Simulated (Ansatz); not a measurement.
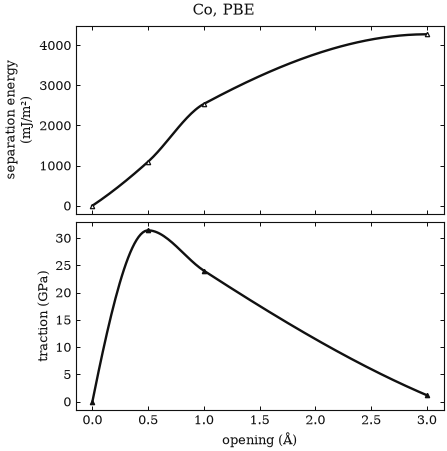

The picture above shows the separation energy and traction against opening for Co, space group P6_3/mmc (No. 194).

Structure:
```xyz
8
Lattice="-1.2458 -2.1578 0.0000 1.2458 -2.1578 0.0000 0.0000 0.0000 16.1866" Properties=species:S:1:pos:R:3 pbc="T T T"
Co    0.0000   -4.3156   15.1750
Co    0.0000   -4.3156    7.0817
Co    0.0000   -2.8770    1.0117
Co    0.0000   -2.8770    9.1050
Co    0.0000   -4.3156    3.0350
Co    0.0000   -4.3156   11.1283
Co    0.0000   -1.4385    5.0583
Co    0.0000   -1.4385   13.1516
```

How it was computed, with Ansatz 0.2.0: rigid opening of a crystal across a plane by lengthening cell vector c along the normal, one cut a cell, unrelaxed, by plane-wave density functional theory with PAW datasets, free energies less that of the undisturbed cell; scalar-relativistic. Level: PBE, collinear spin.

```tsv
setting	value
wave cutoff	420 eV
k mesh	21×21×3
occupations	Gaussian
smearing width	0.15 eV
k shift	(0, 0, 0) (mesh steps)
start	relaxed
height of the cut	0 (fraction of cell vector c)
```

How does the separation energy vary with opening?

Answer. It rises from 0.0 mJ/m² at opening 0.0 Å to 4273.4 mJ/m² at 3.0 Å.

How does the traction vary with opening?

Answer. It goes from −0.04 GPa at opening 0.0 Å to 1.17 GPa at 3.0 Å, not monotonically, with a high of 31.40 GPa at 0.5 Å.

Note: state may not be the lowest.

The computed values:

```json
{"opening (Å)": "0.0", "separation energy (mJ/m²)": "0.0", "traction (GPa)": "-0.04"}
{"opening (Å)": "0.5", "separation energy (mJ/m²)": "1097.4", "traction (GPa)": "31.40"}
{"opening (Å)": "1.0", "separation energy (mJ/m²)": "2537.6", "traction (GPa)": "24.01"}
{"opening (Å)": "3.0", "separation energy (mJ/m²)": "4273.4", "traction (GPa)": "1.17"}
```
